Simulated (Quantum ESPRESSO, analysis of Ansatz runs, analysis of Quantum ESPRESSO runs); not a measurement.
**Reproducing a measured charge-transition level: Sb-vacancy pair (E centre) in Si (Quantum ESPRESSO)**

How near does this set-up come to the measured charge-transition level? Subject: Sb-vacancy pair (E centre) in Si. Set-up: PBE, GBRV 1.5 PBE, 32-site cell, PBE lattice, k: the single point 1/4 1/4 1/4 then 2x2x2 shifted, dielectric constants 11.7 and 11.7 (handbook). The model is a cell of 32 host atoms with 1 site emptied and Sb put on another atom's site. The level is the Fermi energy at which two charge states have equal formation energy, after a correction for the images of the charge. A small cell is quick and shows the size of the effect, at the price of close images.

Measured beforehand: (0/-1) level below the conduction-band bottom: 0.44 eV, by DLTS (quoted in “E Center in Silicon Has a Donor Level in the Band Gap”, 2006, A. Nylandsted Larsen et al., quoting earlier work (2002)). The calculation is set beside it at the end.

Calculated with Quantum ESPRESSO 7.5; Quantum ESPRESSO plane-wave DFT, PBE, GBRV 1.5 PBE potentials; relaxation of all atoms of a defect supercell.

## 1. Set-up

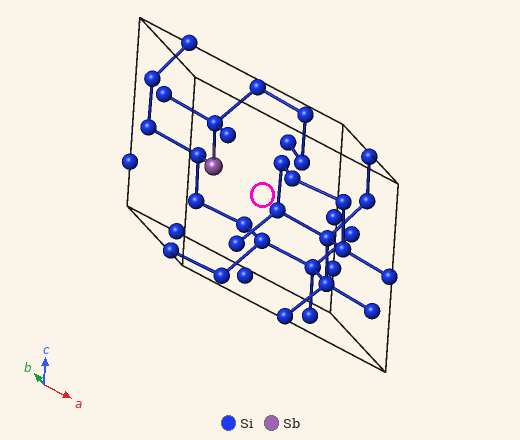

The cell as given, slightly off an axis (silicon blue, antimony purple). A ring marks the centre wherever it is empty. Bonds to atoms that aren't drawn are left out. Some periodic images of atoms are drawn too.

The cell holds 31 atoms: 30 Si and 1 Sb. Its edges and angles: a = 9.471 Å, b = 9.471 Å, c = 9.471 Å, α = 109.5°, β = 109.5°, γ = 109.5°. It derives from Si (space group Fd-3m). Nearest the centre at fractional (0.500, 0.500, 0.500): Si31 at 2.27 Å, Si26 at 2.33 Å, Sb22 at 2.35 Å, Si25 at 2.49 Å, Si5 at 3.75 Å, Si6 at 3.77 Å, Si15 at 3.79 Å, Si10 at 3.81 Å.

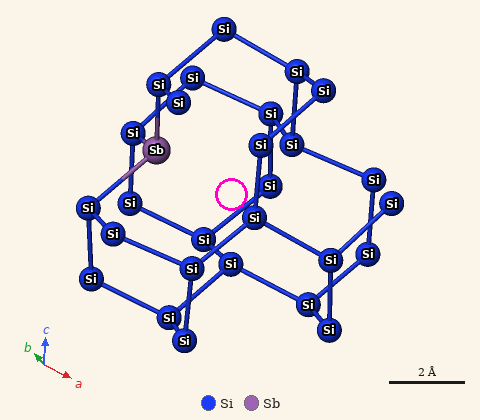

The atoms within 5 Å of the centre. A ring marks the centre wherever it is empty.

The host's primitive cell comes from a first run (Quantum ESPRESSO plane-wave DFT, PBE, GBRV 1.5 PBE potentials; relaxation of cell and atoms of a defect-free cell): vectors of 3.867, 3.867 and 3.867 Å. That is 20.44 Å³ an atom, 2.1 % over the diffraction cell's volume. The supercell is built on it.

## 2. Relaxation, charge 0

Every later number rests on the structure around the defect, so the atoms are relaxed at the host's lattice first.

pw.in

```
&CONTROL
  calculation = 'relax'
  prefix = 'pwscf'
  outdir = './tmp'
  pseudo_dir = './pseudo'
  tprnfor = .true.
  disk_io = 'low'
  nstep = 70
  forc_conv_thr = 0.00078
  etot_conv_thr = 0.0001
/
&SYSTEM
  ibrav = 0
  nat = 31
  ntyp = 2
  ecutwfc = 45
  ecutrho = 360
  nbnd = 72
  occupations = 'smearing'
  smearing = 'fd'
  degauss = 0.00073499
  nspin = 2
  starting_magnetization(1) = 0.125
  starting_magnetization(2) = 0.0333
  tot_magnetization = 1
  nosym = .true.
/
&ELECTRONS
  conv_thr = 3d-08
  electron_maxstep = 100
  mixing_beta = 0.3
/
&IONS
  ion_dynamics = 'bfgs'
/
ATOMIC_SPECIES
Si    28.0850 si_pbe_v1.uspp.F.UPF
Sb   121.7600 sb_pbe_v1.4.uspp.F.UPF
CELL_PARAMETERS angstrom
  -5.4682344339    5.4682344339    5.4682344339
   5.4682344339   -5.4682344339    5.4682344339
   5.4682344339    5.4682344339   -5.4682344339
ATOMIC_POSITIONS crystal
Si    -0.0117415990    0.0020181230    0.5004052652
Si    -0.0152843323    0.2422334182    0.2401318045
Si    -0.0066899805    0.4949068928   -0.0152402111
Si     0.0127766414    0.7638654378    0.7574654707
Si     0.2558120426    0.0153262516    0.2561054520
Si     0.2637263902    0.2597063749    0.0130770317
Si     0.2462136186    0.4855070354    0.7407677977
Si     0.2526315260    0.7539464100    0.4899550560
Si     0.5070611943    0.0104958210    0.0150263464
Si     0.5132493477    0.2605101698    0.7524356051
Si     0.4941565365    0.7558573433    0.2583265232
Si     0.7451871354   -0.0006178791    0.7601162211
Si     0.7526303118    0.2555639087    0.4909048224
Si     0.7637625991    0.5101252773    0.2629525864
Si     0.7438560324    0.7350066086   -0.0100511450
Si    -0.0023640261   -0.0052480920    0.2355418535
Si     0.0106223216    0.2470866444    0.0075873536
Si    -0.0044152295    0.4881402682    0.7526197967
Si     0.0027560198    0.7388735655    0.5012688221
Si     0.2412533523   -0.0071005262    0.0048622033
Si     0.2424298121    0.2402659694    0.7537641770
Sb     0.2577964358    0.5020555539    0.5140999805
Si     0.2532367369    0.7393461867    0.2519627158
Si     0.4969910888    0.0066217916    0.7414169382
Si     0.5021382933    0.2388959994    0.5020866588
Si     0.5144740708    0.5092448111    0.2620629175
Si     0.5132176239    0.7534511808   -0.0003761359
Si     0.7614530532    0.0096246279    0.5147441492
Si     0.7600297187    0.2456158205    0.2557466783
Si     0.7652396072    0.5053718573    0.0079679329
Si     0.7441161345    0.7400785464    0.7350286948
K_POINTS crystal
1
0.25 0.25 0.25 1.0
```

The run is started by

```
$ OMP_NUM_THREADS=1 mpirun -n 4 pw.x -in pw.in > pw.out
```

What it wrote:

```text
This program is part of the open-source Quantum ESPRESSO suite
     for quantum simulation of materials; please cite
         "P. Giannozzi et al., J. Phys.:Condens. Matter 21 395502 (2009);
         "P. Giannozzi et al., J. Phys.:Condens. Matter 29 465901 (2017);
         "P. Giannozzi et al., J. Chem. Phys. 152 154105 (2020);
          URL
     in publications or presentations arising from this work. More details at

     Subspace diagonalization in iterative solution of the eigenvalue problem:
     a serial algorithm will be used

     --------------------
     sticks:   dense  smooth     PW     G-vecs:    dense   smooth      PW
     Min        2164    1085    288               127318    45077    6280
     Max        2165    1086    291               127319    45079    6281
     Sum        8659    4343   1155               509275   180313   25123

     Using Slab Decomposition

     bravais-lattice index     =            0
     lattice parameter (alat)  =      17.8981  a.u.
     unit-cell volume          =    4413.6508 (a.u.)^3
     number of atoms/cell      =           31
     number of atomic types    =            2
     number of electrons       =       135.00 (up:  68.00, down:  67.00)
     number of Kohn-Sham states=           72
     kinetic-energy cutoff     =      45.0000  Ry
     charge density cutoff     =     360.0000  Ry
     scf convergence threshold =      3.0E-08
     mixing beta               =       0.3000
     number of iterations used =            8  plain     mixing
     energy convergence thresh.=      1.0E-04
     force convergence thresh. =      7.8E-04
     Exchange-correlation=  SLA  PW   PBX  PBC
                           (   1   4   3   4   0   0   0)
     nstep                     =           70

     celldm(1)=  17.898087  celldm(2)=   0.000000  celldm(3)=   0.000000
     celldm(4)=   0.000000  celldm(5)=   0.000000  celldm(6)=   0.000000

     crystal axes: (cart. coord. in units of alat)
               a(1) = (  -0.577350   0.577350   0.577350 )
               a(2) = (   0.577350  -0.577350   0.577350 )
               a(3) = (   0.577350   0.577350  -0.577350 )

     reciprocal axes: (cart. coord. in units 2 pi/alat)
               b(1) = ( -0.000000  0.866025  0.866025 )
               b(2) = (  0.866025 -0.000000  0.866025 )
               b(3) = (  0.866025  0.866025  0.000000 )

     PseudoPot. # 1 for Si read from file:
     si_pbe_v1.uspp.F.UPF
     Pseudo is Ultrasoft + core correction, Zval =  4.0
     Generated by new atomic code, or converted to UPF format
     Using radial grid of  899 points,  6 beta functions with:
                l(1) =   0
                l(2) =   0
                l(3) =   1
                l(4) =   1
                l(5) =   2
                l(6) =   2
     Q(r) pseudized with  8 coefficients,  rinner =    0.900   0.900   0.900
                                                       0.900   0.900

     PseudoPot. # 2 for Sb read from file:
     sb_pbe_v1.4.uspp.F.UPF
     Pseudo is Ultrasoft + core correction, Zval = 15.0
     Generated by new atomic code, or converted to UPF format
     Using radial grid of  891 points,  6 beta functions with:
                l(1) =   0
                l(2) =   0
                l(3) =   1
                l(4) =   1
                l(5) =   2
                l(6) =   2
     Q(r) pseudized with  8 coefficients,  rinner =    1.350   1.350   1.350
                                                       1.350   1.350

     atomic species   valence    mass     pseudopotential
     Si                4.00    28.08500     Si( 1.00)
     Sb               15.00   121.76000     Sb( 1.00)

     Starting magnetic structure
     atomic species   magnetization
     Si              0.125
     Sb              0.033

     No symmetry found

   Cartesian axes

     site n.     atom                  positions (alat units)
         1        Si     tau(   1) = (   0.2968533   0.2809649  -0.2945230  )
         2        Si     tau(   2) = (   0.2873181  -0.0100378  -0.0076110  )
         3        Si     tau(   3) = (   0.2807981  -0.2983960   0.2906711  )
         4        Si     tau(   4) = (   0.8709642   0.0036816   0.0110716  )
         5        Si     tau(   5) = (   0.0090180   0.2867071   0.0086792  )
         6        Si     tau(   6) = (   0.0052291   0.0098710   0.2946540  )
         7        Si     tau(   7) = (   0.5658386   0.2895264  -0.0052234  )
         8        Si     tau(   8) = (   0.5723100  -0.0065586   0.2982724  )
         9        Si     tau(   9) = (  -0.2780167   0.2953676   0.2901362  )
        10        Si     tau(  10) = (   0.2884999   0.5803379   0.0123114  )
        11        Si     tau(  11) = (   0.3002379  -0.0019481   0.5725510  )
        12        Si     tau(  12) = (   0.0082626   0.8694440  -0.0089760  )
        13        Si     tau(  13) = (  -0.0035574   0.5704055   0.2986572  )
        14        Si     tau(  14) = (   0.0053782   0.2982533   0.5836638  )
        15        Si     tau(  15) = (  -0.0109122  -0.0006938   0.8596248  )
        16        Si     tau(  16) = (   0.1343250   0.1376553  -0.1403850  )
[...]
22        Sb     tau(  22) = (   0.4378388   0.1557927   0.1418850  )
[...]
24        Si     tau(  24) = (   0.1449424   0.7111721  -0.1372962  )
        25        Si     tau(  25) = (   0.1378969   0.4418629   0.1379565  )
        26        Si     tau(  26) = (   0.1482830   0.1543212   0.4397423  )
        27        Si     tau(  27) = (   0.1384817  -0.1389161   0.7315287  )
        28        Si     tau(  28) = (  -0.1368807   0.7312560   0.1479942  )
        29        Si     tau(  29) = (  -0.1493416   0.4446524   0.4329543  )
        30        Si     tau(  30) = (  -0.1454344   0.1546350   0.7289876  )
        31        Si     tau(  31) = (   0.4220379   0.4267001   0.4325312  )

     number of k points=     1  Fermi-Dirac smearing, width (Ry)=  0.0007
                       cart. coord. in units 2pi/alat
        k(    1) = (   0.4330127   0.4330127   0.4330127), wk =   1.0000000

     Dense  grid:   509275 G-vectors     FFT dimensions: ( 120, 120, 120)

     Smooth grid:   180313 G-vectors     FFT dimensions: (  80,  80,  80)

     Generating pointlists ...
     new r_m :   0.0952 (alat units)  1.7038 (a.u.) for type    1
     new r_m :   0.0975 (alat units)  1.7457 (a.u.) for type    2

     Initial potential from superposition of free atoms

     starting charge     133.9799, renormalised to     135.0000
     Starting wfcs are  129 randomized atomic wfcs

     Self-consistent Calculation

[...]
Si               0.5010947169        0.2525059747        0.7500867795
Si               0.5032206091        0.7499052300        0.2561435718
Si               0.7512453677        0.0005537862        0.7504172214
Si               0.7490348342        0.2502338122        0.5013261556
Si               0.7531196958        0.5006274568        0.2505704398
Si               0.7476271946        0.7462632041       -0.0048355329
Si              -0.0017171434       -0.0045512996        0.2476254999
[...]
NEW-OLD atomic charge density approx. for the potential
     Generating pointlists ...

     Self-consistent Calculation

     iteration #  1     ecut=    45.00 Ry     beta= 0.30
     Davidson diagonalization with overlap
     ethr =  1.00E-06,  avg # of iterations =  3.0

     Threshold (ethr) on eigenvalues was too large:
     Diagonalizing with lowered threshold

     Davidson diagonalization with overlap
     ethr =  1.78E-09,  avg # of iterations =  7.0

     total energy              =    -472.44763190 Ry
     estimated scf accuracy    <       0.00000428 Ry

     total magnetization       =     1.00 Bohr mag/cell
     absolute magnetization    =     2.36 Bohr mag/cell

     iteration #  2     ecut=    45.00 Ry     beta= 0.30
     Davidson diagonalization with overlap
     ethr =  3.17E-09,  avg # of iterations =  2.0

     total energy              =    -472.44763249 Ry
     estimated scf accuracy    <       0.00000102 Ry

     total magnetization       =     1.00 Bohr mag/cell
     absolute magnetization    =     2.36 Bohr mag/cell

     iteration #  3     ecut=    45.00 Ry     beta= 0.30
     Davidson diagonalization with overlap
     ethr =  7.53E-10,  avg # of iterations =  2.0

     total energy              =    -472.44763267 Ry
     estimated scf accuracy    <       0.00000037 Ry

     total magnetization       =     1.00 Bohr mag/cell
     absolute magnetization    =     2.36 Bohr mag/cell

     iteration #  4     ecut=    45.00 Ry     beta= 0.30
     Davidson diagonalization with overlap
     ethr =  2.76E-10,  avg # of iterations =  3.0

     total energy              =    -472.44763274 Ry
     estimated scf accuracy    <       0.00000007 Ry

     total magnetization       =     1.00 Bohr mag/cell
     absolute magnetization    =     2.36 Bohr mag/cell

     iteration #  5     ecut=    45.00 Ry     beta= 0.30
     Davidson diagonalization with overlap
     ethr =  5.49E-11,  avg # of iterations =  4.5

     total energy              =    -472.44763277 Ry
     estimated scf accuracy    <       0.00000001 Ry

     total magnetization       =     1.00 Bohr mag/cell
     absolute magnetization    =     2.36 Bohr mag/cell

     iteration #  6     ecut=    45.00 Ry     beta= 0.30
     Davidson diagonalization with overlap
     ethr =  1.06E-11,  avg # of iterations =  4.0

     total energy              =    -472.44763278 Ry
     estimated scf accuracy    <          4.7E-09 Ry

     total magnetization       =     1.00 Bohr mag/cell
     absolute magnetization    =     2.36 Bohr mag/cell

     iteration #  7     ecut=    45.00 Ry     beta= 0.30
     Davidson diagonalization with overlap
     ethr =  3.50E-12,  avg # of iterations =  4.0

     total energy              =    -472.44763278 Ry
     estimated scf accuracy    <          2.6E-09 Ry

     total magnetization       =     1.00 Bohr mag/cell
     absolute magnetization    =     2.36 Bohr mag/cell

     iteration #  8     ecut=    45.00 Ry     beta= 0.30
     Davidson diagonalization with overlap
     ethr =  1.94E-12,  avg # of iterations =  4.5

     total energy              =    -472.44763278 Ry
     estimated scf accuracy    <          3.6E-10 Ry

     total magnetization       =     1.00 Bohr mag/cell
     absolute magnetization    =     2.36 Bohr mag/cell

     iteration #  9     ecut=    45.00 Ry     beta= 0.30
     Davidson diagonalization with overlap
     ethr =  2.66E-13,  avg # of iterations =  6.0

     Magnetic moment per site  (integrated on atomic sphere of radius R)
[...]
atom  24 (R=0.095)  charge=  1.4584  magn=  0.0118
     atom  25 (R=0.095)  charge=  1.4221  magn=  0.1542
     atom  26 (R=0.095)  charge=  1.4161  magn= -0.1230
     atom  27 (R=0.095)  charge=  1.4569  magn= -0.0085
     atom  28 (R=0.095)  charge=  1.4636  magn=  0.0157
     atom  29 (R=0.095)  charge=  1.4620  magn=  0.0054
     atom  30 (R=0.095)  charge=  1.4639  magn= -0.0131
     atom  31 (R=0.095)  charge=  1.4211  magn=  0.1505

     End of self-consistent calculation

 ------ SPIN UP ------------

          k = 0.4330 0.4330 0.4330 ( 22552 PWs)   bands (ev):

[...]
------ SPIN DOWN ----------

          k = 0.4330 0.4330 0.4330 ( 22552 PWs)   bands (ev):

[...]
-4.8287  -3.4793  -3.2093  -3.1879  -3.1831  -3.1713  -3.1651  -3.1583
    -3.1566  -3.1494  -3.0765  -2.9610  -2.0532  -0.5095  -0.3764  -0.3572
    -0.3472  -0.3440  -0.3316  -0.3112  -0.2990  -0.2781  -0.0547   0.0298
     1.3634   2.1370   2.1772   2.1964   2.3639   2.4634   2.4815   2.5055
     2.5199   2.5452   2.5594   2.5775   2.5811   2.8746   2.9123   2.9174
     3.7700   3.7929   3.7950   3.8183   3.8361   3.8516   3.8796   3.8918
     3.9038   3.9228   4.4809   4.5774   4.6035   5.2126   5.2372   5.2441
     5.2806   5.2965   6.1398   6.6325   6.8151   7.4983   7.5038   7.5161

     the spin up/dw Fermi energies are     6.4512    6.3745 ev

!    total energy              =    -472.44763279 Ry
     estimated scf accuracy    <          2.3E-10 Ry
     smearing contrib. (-TS)   =      -0.00000000 Ry
     internal energy E=F+TS    =    -472.44763279 Ry

     The total energy is F=E-TS. E is the sum of the following terms:
     one-electron contribution =     -59.31663738 Ry
     hartree contribution      =      90.49238931 Ry
     xc contribution           =    -172.90507484 Ry
     ewald contribution        =    -330.71830987 Ry

     total magnetization       =     1.00 Bohr mag/cell
     absolute magnetization    =     2.36 Bohr mag/cell

     convergence has been achieved in   9 iterations

     Forces acting on atoms (cartesian axes, Ry/au):

[...]
atom   24 type  1   force =    -0.00001435   -0.00046599    0.00029666
     atom   25 type  1   force =    -0.00013823   -0.00022007    0.00033466
     atom   26 type  1   force =    -0.00018372   -0.00021604   -0.00014304
     atom   27 type  1   force =    -0.00004908   -0.00007040    0.00025783
     atom   28 type  1   force =    -0.00018692    0.00021018   -0.00003912
     atom   29 type  1   force =    -0.00049977   -0.00032749   -0.00002682
     atom   30 type  1   force =     0.00005246    0.00014705   -0.00000252
     atom   31 type  1   force =    -0.00015011   -0.00003865   -0.00010437

     Total force =     0.002723     Total SCF correction =     0.000034
     Energy error            =      1.4E-05 Ry
     Gradient error          =      7.7E-04 Ry/Bohr

     bfgs converged in  22 scf cycles and  21 bfgs steps
     (criteria: energy <  1.0E-04 Ry, force <  7.8E-04 Ry/Bohr)

     End of BFGS Geometry Optimization

     Final energy             =    -472.4476327851 Ry

     File ./tmp/pwscf.bfgs deleted, as requested
Begin final coordinates

ATOMIC_POSITIONS (crystal)
[...]
Si               0.5026836047        0.0031597629        0.7523843194
Si               0.4988061141        0.2474965318        0.4979095850
Si               0.5074180769        0.5011535872        0.2542412285
Si               0.5019567849        0.7499134425        0.0045813343
Si               0.7522251354        0.0011629363        0.5021688075
Si               0.7503422097        0.2503727233        0.2522012651
Si               0.7512672675        0.4998734518       -0.0008584996
Si               0.7512465106        0.7515520567        0.7480740127
End final coordinates

=------------------------------------------------------------------------------=
   JOB DONE.
=------------------------------------------------------------------------------=
```

Run time: 34 min. Hardware: 4 MPI ranks of Arm Neoverse V1, shared host; peak memory 2.8 GiB; 2.3 h of CPU time.

[end of part 1 of 4]

[Logs are printed without paths, hosts, clocks, repeated set-up lines and the standing remarks that a program may print on its own settings, such as how far it seeks lower states.]

[Hosts, paths, dates, database ids (printed as entryN), source tags and the programs' standing remarks are cut or masked in the printed files.]

[For some hosts the program warned that the k-mesh of the response run may be too coarse for force constants and the static dielectric constant; such warnings are not shown here.]
